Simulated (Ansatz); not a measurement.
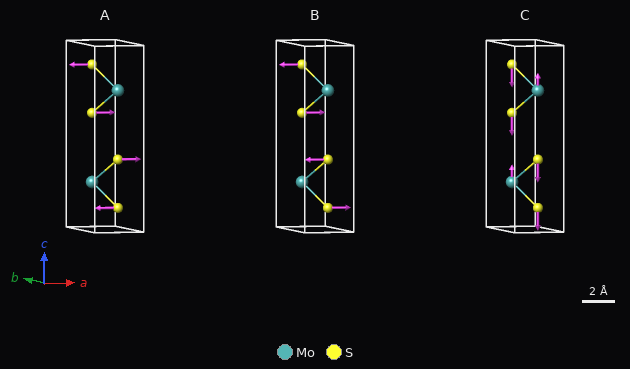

Modes of crystalline MoS2, space group P6₃/mmc (No. 194), at the zone centre (one member of each degenerate set). The pink arrows give the relative displacements of the atoms. Style: ball-and-stick. Shown: the cell of the calculation, from a free direction.

All numbers below come from DFT PBE+D3(BJ), scalar-relativistic, plane waves, PAW in Ansatz 0.2.0.

Frequencies are those without the non-analytic (LO–TO) term.

Question: Give the symmetry species and the selection rules of each.

Answer: A is E₂u, silent by symmetry (neither infrared- nor Raman-active) (281 cm⁻¹). B is E₁g, Raman-active by symmetry (284 cm⁻¹). C is A₂u, infrared-active by symmetry (463 cm⁻¹). The crystal has a centre of inversion, so no mode is both.
